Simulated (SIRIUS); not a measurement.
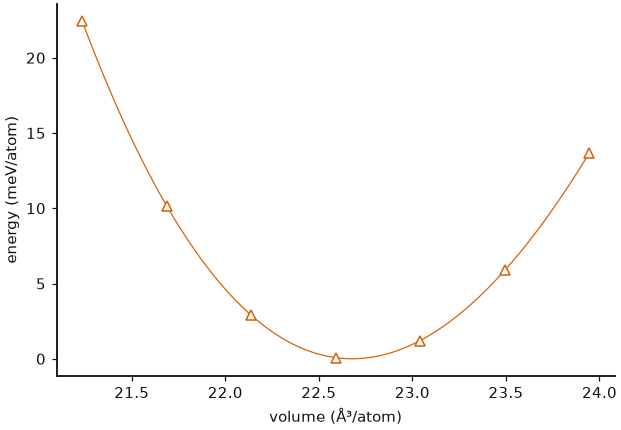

The figure shows the energy against volume.

How it was computed, with SIRIUS 7.12.0: plane-wave DFT, no spin polarisation; energies at scaled volumes of the given cell, shape and fractions fixed, counted from the fit's minimum, third-order Birch-Murnaghan fit. Level: PBEsol.

Q: For which of these solids was it computed?
A. Te, P3_121 (No. 152)
B. GaAs, F-43m (No. 216)
C. MgSe, Fm-3m (No. 225)

A: B, GaAs: energy from 0.06 meV/atom to 22.46 meV/atom, V0 22.68 Å³/atom, B0 68.8 GPa. The others give: Te, energy from 0.09 meV/atom to 27.84 meV/atom, V0 33.38 Å³/atom, B0 51.6 GPa; MgSe, energy from 0.01 meV/atom to 16.37 meV/atom, V0 20.25 Å³/atom, B0 64.7 GPa.

For Te, limits of the calculation: shape and atomic fractions are frozen while scaling, which makes layered, chain and framework solids too stiff.
